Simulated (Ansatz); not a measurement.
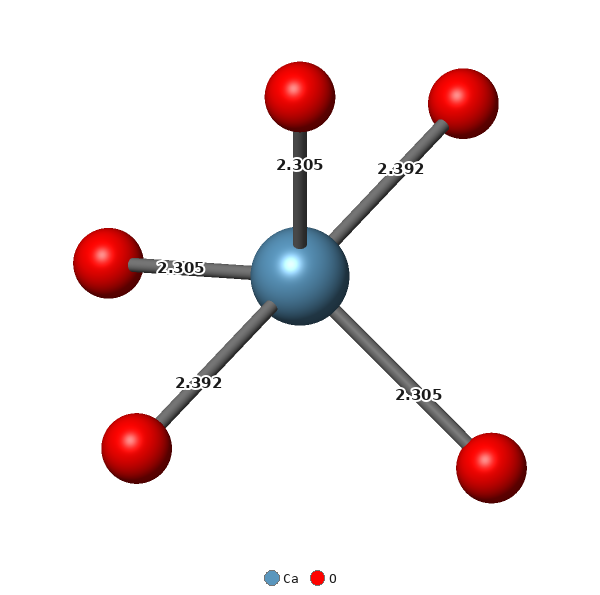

The surroundings of site Ca1 (at 0.333, 0.667, 0.750) in CaO (P6_3/mmc, No. 194), with bond lengths in Å.

Origin of the cell: the input geometry of an electronic-structure calculation (not necessarily at equilibrium).

```yaml
crystal:
  lattice:
    - [3.99198, 0.00000, 0.00000]
    - [-1.99599, 3.45715, 0.00000]
    - [0.00000, 0.00000, 4.78484]
  atoms:
    - { symbol: Ca, position: [0.33333, 0.66667, 0.75000] }
    - { symbol: Ca, position: [0.66667, 0.33333, 0.25000] }
    - { symbol: O, position: [0.33333, 0.66667, 0.25000] }
    - { symbol: O, position: [0.66667, 0.33333, 0.75000] }
```

Bond valence s = exp((R0 − d)/b), R0 fitted to published crystal structures with b = 0.37 Å; R0 in Å: Ca2+–O 1.950.

### Calculate the bond-valence sum of Ca1 from the bonds drawn.

3 × 0.383 + 2 × 0.303 = 1.75 v.u., against a formal valence of 2: underbonded (bonds long for this ion) by 0.25.

### And over the whole structure?

```json
{"site": "Ca1", "x, y, z": "0.333, 0.667, 0.750", "formal valence": "+2", "bond-valence sum": "1.77", "difference": "-0.23"}
{"site": "O1", "x, y, z": "0.333, 0.667, 0.250", "formal valence": "−2", "bond-valence sum": "1.77", "difference": "-0.23"}
```

These sums include all anions within 5 Å. The global instability index (root mean square of the differences over all atoms) is 0.23 v.u.: above 0.2, which by the usual rule of thumb marks a strained structure. The cell was not relaxed for this table, and a volume that is off by a few per cent shifts all sums together.
